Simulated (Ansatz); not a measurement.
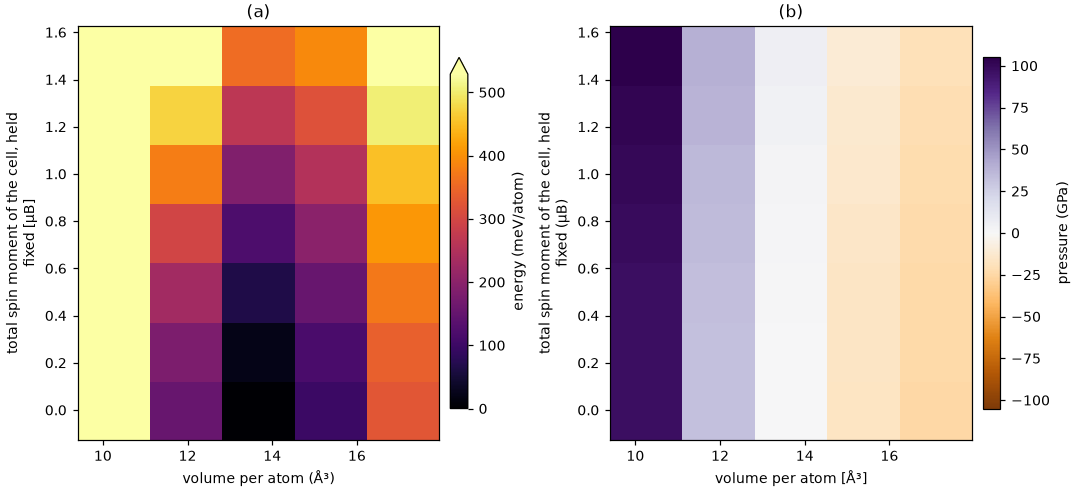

Al2Ru (I4/mmm, No. 139; 3 atoms in the cell). 
- The energy is mapped over volume and a fixed ferromagnetic moment.
- First axis: volume per atom. Second axis: total spin moment of the cell, held fixed.
- Nothing is relaxed (shape and fractional coordinates fixed).
- The scan uses a 5 × 7 grid.
- Points are written as (first, second).
- Energies: meV/atom, counted from the lowest grid point.
- The moment is held fixed and parallel; antiferromagnetic orders weren't tried.
- Method: DFT PBEsol, scalar-relativistic, plane waves, PAW in Ansatz 0.2.0. Settings: cutoff 420 eV, k-mesh 20×20×20, gaussian smearing 0.15 eV.

Panel (a) is the energy and panel (b) the computed pressure on the same grid.

In the figure: one coloured cell a grid point, one colour for all values above the top of the scale.

### How does the pressure vary over the map, and what is it at the lowest grid point?

It runs from −25 GPa at (17.09 Å³, 0.00 μB) to 105 GPa at (10.26 Å³, 1.50 μB). At the lowest grid point, (13.68 Å³, 0.00 μB), it is 0 GPa. That point lies on the edge of the scan.

PAW datasets: the set soft_1.
